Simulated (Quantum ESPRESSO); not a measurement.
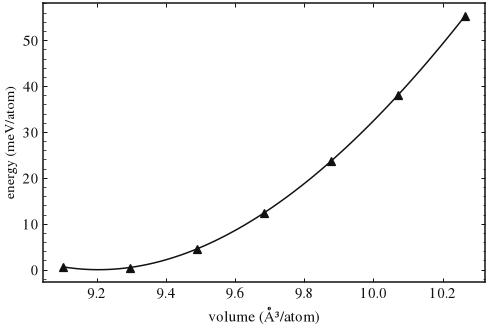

The figure shows the energy against volume for CoO, space group Fm-3m (No. 225).

Starting cell:
```cif
data_structure
_symmetry_space_group_name_H-M 'P 1'
_symmetry_Int_Tables_number 1
_cell_length_a 3.0144
_cell_length_b 3.0144
_cell_length_c 3.0144
_cell_angle_alpha 60.000
_cell_angle_beta 60.000
_cell_angle_gamma 60.000
_cell_volume 19.37
loop_
_atom_site_label
_atom_site_type_symbol
_atom_site_fract_x
_atom_site_fract_y
_atom_site_fract_z
_atom_site_occupancy
Co1 Co 0.00000 0.00000 0.00000 1
O1 O 0.50000 0.50000 0.50000 1
```

Computed with Quantum ESPRESSO 7.5: plane-wave DFT, collinear spins; energies at scaled volumes of the given cell, shape and fractions fixed, counted from the fit's minimum, third-order Birch-Murnaghan fit. Level: rev-vdW-DF2, collinear spin.

k mesh 9×9×9; occupations Fermi–Dirac; smearing width 0.05 eV; potentials PseudoDojo 0.4.1 SR PBE standard; wave cutoff 1306 eV; density cutoff 5225 eV.

From this curve and the settings, what does the calculation give for the pressure and cell moment at the same points?

The pressure falls from 2.20 GPa at volume 9.10 Å³/atom to −15.59 GPa at 10.27 Å³/atom, and changes sign near 9.21 Å³/atom. The cell moment rises from 2.73 μB at volume 9.10 Å³/atom to 2.99 μB at 10.27 Å³/atom.

| volume (Å³/atom) | pressure (GPa) | cell moment (μB) |
| --- | --- | --- |
| 9.10 | 2.20 | 2.73 |
| 9.30 | −1.76 | 2.76 |
| 9.49 | −5.11 | 2.82 |
| 9.68 | −7.98 | 2.88 |
| 9.88 | −10.62 | 2.94 |
| 10.07 | −13.19 | 2.97 |
| 10.27 | −15.59 | 2.99 |

Limits of the calculation: potentials made for another functional.
